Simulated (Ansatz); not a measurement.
System: Sn, space group Fm-3m (No. 225) (one of a set of cubic test structures, which need not be the stable phase).

Calculation (Ansatz 0.2.0 development build): equation of state of a cubic crystal from periodic Kohn-Sham density functional theory without spin, third-order Birch-Murnaghan fit to the free energies; pressure corrected for the finite basis. Level: PBE.

```csv
setting,value
structure type,fcc
atoms in cell,1
space group number,225
lattice centring,face-centred primitive
k mesh,13×13×13
occupation method,Fermi–Dirac
occupation width,0.06123 eV
wave cutoff,700 eV
datasets,hard PAW
density tolerance,1e-09 eV
bands,15
density cutoff ratio,4
search for lower states,default
```

Predict the energy above the lowest point against volume. The volume takes the values 26.25, 26.81, 27.37, 27.93, 28.49, 29.04, 29.60 Å³/atom.

A third-order Birch–Murnaghan fit gives V0 = 28.02 Å³/atom, B0 = 45.8 GPa and B′ = 4.9. The energy above the lowest point is 18.1 meV/atom at volume 26.25 Å³/atom and 11.4 meV/atom at 29.60 Å³/atom; the lowest computed point is at volume 27.93 Å³/atom (0.0 meV/atom), and no other minimum shows.

```tsv
volume (Å³/atom)	energy above the lowest point (meV/atom)
26.25	18.1
26.81	8.1
27.37	2.2
27.93	0.0
28.49	1.0
29.04	4.9
29.60	11.4
```

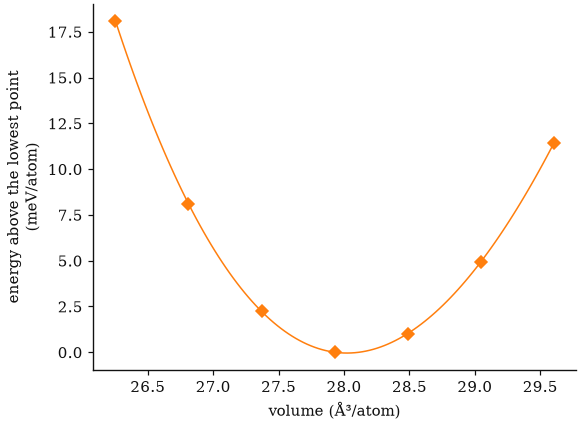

Note: cubic model structure, not the ambient form; modest k-mesh, values are not fully converged in k.
